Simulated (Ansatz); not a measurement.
Read the following structure.

Space group Pm-3m (No. 221). a = 3.632 Å, b = 3.632 Å, c = 3.632 Å, α = 90.00°, β = 90.00°, γ = 90.00°
```json
{"atom": "Al", "site": "1a", "symmetry": "m-3m", "x": "0.0000", "y": "0.0000", "z": "0.0000"}
{"atom": "Cu", "site": "3c", "symmetry": "4/mm.m", "x": "0.5000", "y": "0.5000", "z": "0.0000"}
```

Before looking at a picture, describe the arrangement of atoms.

The solid is AlCu3. The lattice is primitive cubic and the space group Pm-3m (No. 221). The prototype is Cu₃Au (L1₂) type. Counting shared atoms by their share gives 1 Al, 3 Cu, or 4 atoms. Around each Al lie twelve Cu in a cuboctahedral arrangement at 2.57 Å. The Cu atoms are each bonded to eight Cu and four Al in a cuboctahedral arrangement (2.57 Å to Cu, 2.57 Å to Al). The bonds build a three-dimensional framework.

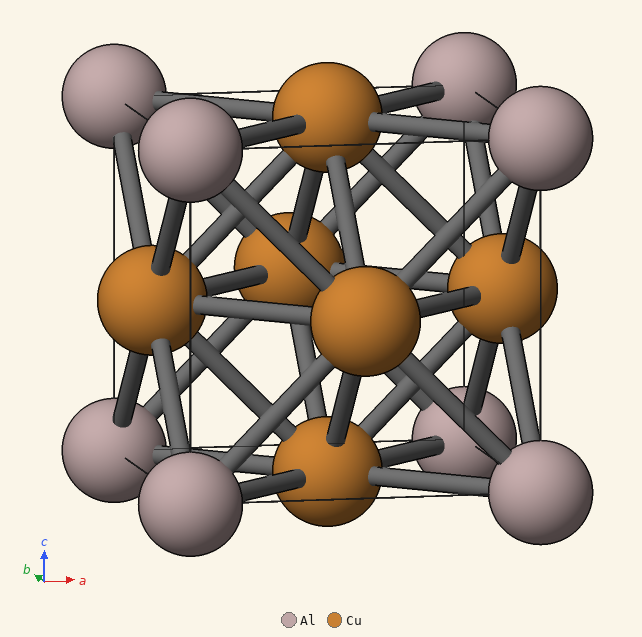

This ball-and-stick model is shown slightly off an axis. Lines trace the edges of the conventional unit cell.

The initial geometry was a structure listed in the Materials Project. Earlier steps of the study, as a rule a relaxation of our own, may have changed the cell and positions, so they can lie some per cent off the listed ones. It was run through Ansatz as a DFT input.
